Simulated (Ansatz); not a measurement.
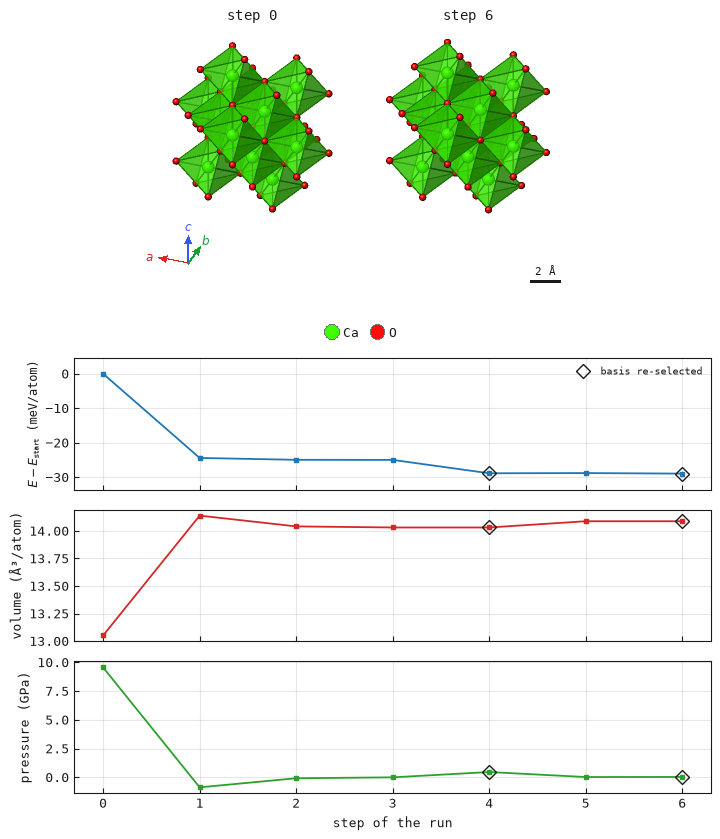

First and last geometry of a relaxation of solid CaO (built on the rocksalt type), with the history of the run. Style: polyhedral. Shown: the conventional cell (4 times the calculation's cell), from a free direction. Lengths and directions refer to the drawn axes.

Theory: DFT, PBE, plane waves, PAW in Ansatz 0.2.0. Set-up: plane-wave cutoff 420 eV; k-point mesh 8 × 8 × 8; occupations fermi dirac; smearing width 0.02 eV; no spin polarisation; cell and atoms relaxed; force threshold 0.005 eV/Å.

**Read the history and describe the run.**

It converged. Over 4 accepted moves (6 points after the start) the energy falls by 29.0 meV per atom. All forces vanish by symmetry, so only the cell relaxes. The pressure goes from 9.56 to 0.03 GPa. At 2 points the geometry stayed and the basis and grid were re-selected for the new cell (energy shift of 3.9 meV per atom at most each time). The atoms keep their places relative to the cell (all moves are under 0.005 Å). Cell: a = b = c 4.709 → 4.830 Å (+2.6 %). Volume +7.9 %. Some distances before and after: Ca–Ca 3.330 → 3.416 Å, Ca–O 2.354 → 2.415 Å. The space group stays Fm-3m (No. 225).
